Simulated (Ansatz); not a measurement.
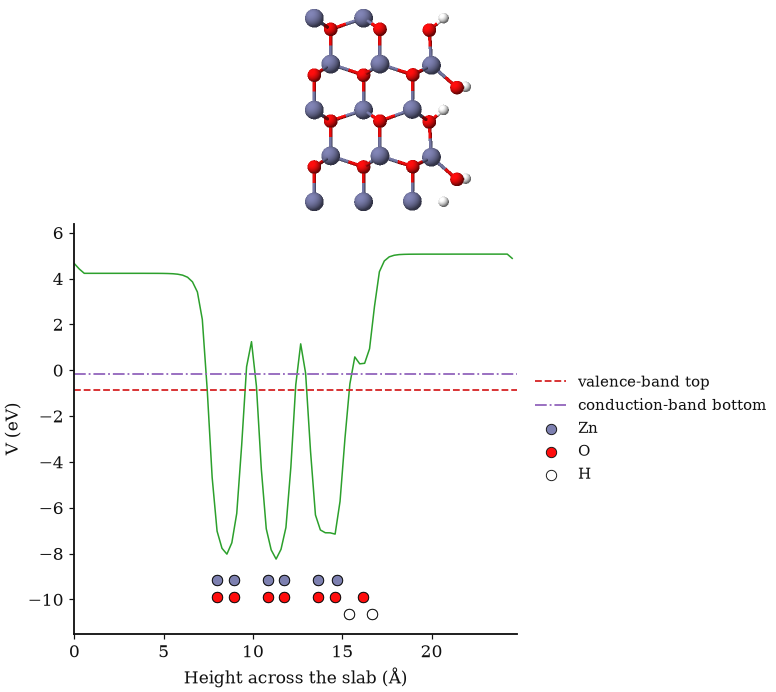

What does the plot show?

Plane-averaged electrostatic potential energy of an electron across the slab; circles at the bottom mark the heights of the atoms (positions after relaxation). The structure is drawn too. System: a (100) slab cut from ZnO (P6_3mc), of composition Zn6H2O7 (not the bulk's), ended by ZnO planes, 30 atoms in the cell. Computed with Ansatz: DFT PBE+D3(BJ), scalar-relativistic, plane waves, PAW, no spin polarisation, 3×3×1 k mesh, 420 eV cutoff, Gaussian smearing of 0.05 eV.

From the vacuum level at the right face the ionisation potential is 5.95 eV and the electron affinity 5.22 eV; at the left face they are 5.11 and 4.38 eV. The slab's gap, their difference before rounding, is 0.73 eV. The vacuum level is 0.84 eV higher at the right than at the left, so the slab carries a dipole along its normal; the ramp in the vacuum, at or near the edge of the plot, is the dipole correction that keeps each side flat. Some atoms were held fixed in the relaxation, which can itself make the faces differ. The outermost atoms are 8.7 Å apart, which leaves 16.1 Å of vacuum in a cell 24.8 Å high.
